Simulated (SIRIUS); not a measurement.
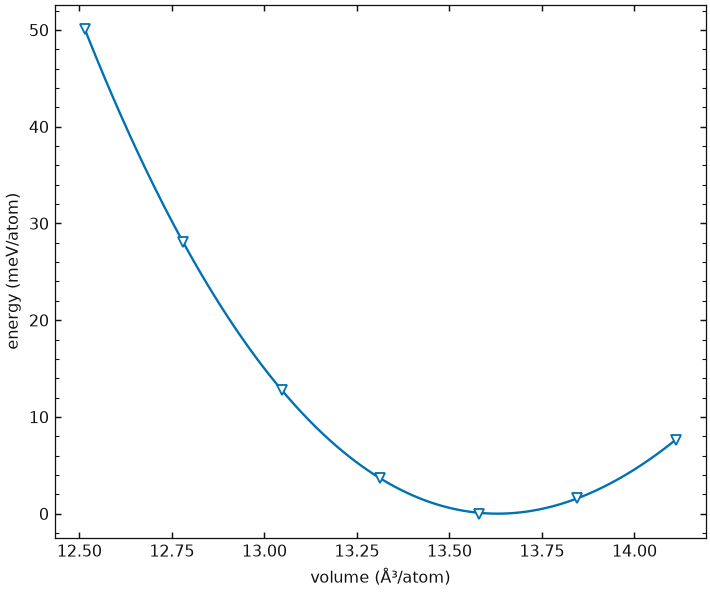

Plotted: energy against volume for TiCo, space group Pm-3m (No. 221).

Structure:
```yaml
crystal:
  lattice:
    - [2.98611, 0.00000, 0.00000]
    - [0.00000, 2.98611, 0.00000]
    - [0.00000, 0.00000, 2.98611]
  atoms:
    - { symbol: Co, position: [0.50000, 0.50000, 0.50000] }
    - { symbol: Ti, position: [0.00000, 0.00000, 0.00000] }
```

Method: all-electron LAPW DFT, collinear spins; energies at scaled volumes of the given cell, shape and fractions fixed, counted from the fit's minimum, third-order Birch-Murnaghan fit (SIRIUS 7.12.0). Level: RPBE, collinear spin.

- k mesh: 9×9×9
- occupations: Fermi–Dirac
- smearing width: 0.05 eV
- potentials: all electron FP LAPW
- program settings: basis apw+lo standard, gk cutoff 3.74 1/bohr, pw cutoff 20 1/bohr

> How stiff is the solid, and where is its volume at rest?

A third-order Birch–Murnaghan fit gives V0 = 13.63 Å³/atom, B0 = 152 GPa and B′ = 4.0.

The computed values:

```csv
volume (Å³/atom),energy (meV/atom)
12.51,50.10
12.78,28.06
13.05,12.74
13.31,3.69
13.58,0.01
13.85,1.64
14.11,7.63
```
